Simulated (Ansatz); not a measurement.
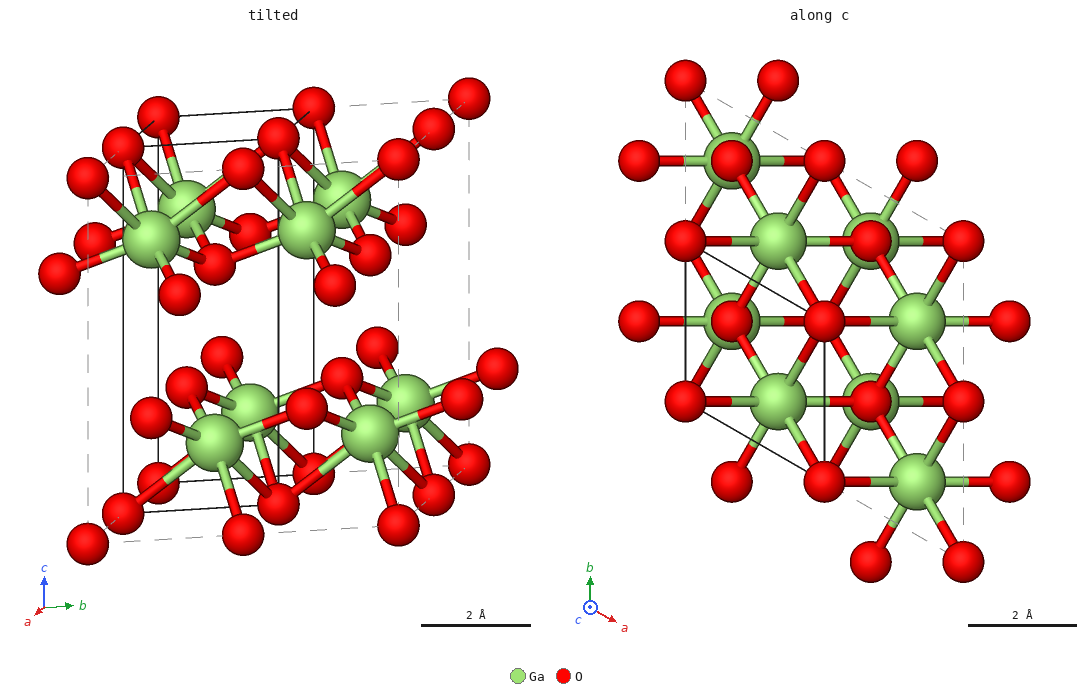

Drawn in the ball-and-stick manner and seen slightly off an axis and along the c axis. The structure is repeated 2×2×1 times; solid lines mark one conventional unit cell. Some neighbours outside the box are added.

Ga₂O₃, space group P-3m1 (No. 164), a = 2.99 Å, b = 2.99 Å, c = 6.85 Å, α = 90.00°, β = 90.00°, γ = 120.00°.

Computed with Ansatz 0.2.0, DFT, LDA, plane waves, PAW. Settings: E_cut = 420 eV, a 12×12×4 mesh of k-points, no spin polarisation.

### What is the band gap, if any?

A semiconductor at this level, with a gap of 2.40 eV, direct.

### What pressure does the calculation give for this cell?

The computed pressure is -4.7 GPa (stretched: it would shrink).

Provenance: a structure type filled with these elements by a generator (whether the compound takes this form wasn't checked). Earlier steps of the study may have refined or changed the cell and positions. A calculation with Ansatz used it as input.

At this level of theory the cell isn't at rest (stretched, at -5 GPa), so its distances can differ from those at equilibrium, the more so the softer the solid.
